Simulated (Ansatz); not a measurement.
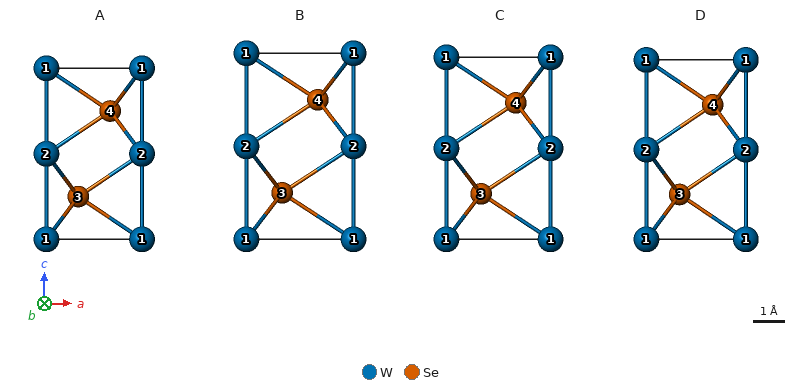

4 geometries from one relaxation of solid WSe (built on the nickel arsenide type) (coarse preliminary run), in shuffled order. A ball-and-stick model of the cell of the calculation, seen along the b axis.

Theory: DFT r2SCAN+U, scalar-relativistic, plane waves, PAW in Ansatz. Set-up: plane-wave cutoff 500 eV; k-point mesh 6 × 6 × 4; occupations gaussian; smearing width 0.1 eV; U W 6.2 eV; collinear spin; cell and atoms relaxed; force threshold 0.05 eV/Å; at most 80 steps.

Question: Order the frames from highest to lowest energy.

Answer: A, D, C, B. They are steps 0, 1, 2, 5, at +818 meV per atom, +257 meV per atom, +44.7 meV per atom relative to the last. The atoms keep their places relative to the cell (all moves are under 0.005 Å). Cell: a = b 3.590 → 4.022 Å (+12.0 %), c 5.565 → 6.053 Å (+8.8 %). Volume +36.5 %. Near-neighbour distances that change, for instance: W1–Se3 2.496 → 2.772 Å, W1–W2 2.782 → 3.027 Å. The space group stays P6_3/mmc (No. 194). Over 4 accepted moves (5 points after the start) the energy falls by 818 meV per atom. All forces vanish by symmetry, so only the cell relaxes. Pressure: 62.25 GPa at the start and 0.02 GPa at the end. At 1 point the geometry stayed and the basis and grid were re-selected for the new cell (energy shift of 2.7 meV per atom at most each time). The run took 2.2 min on 1 thread of Arm Neoverse V1, with other jobs on the host, peak memory 0.71 GiB.
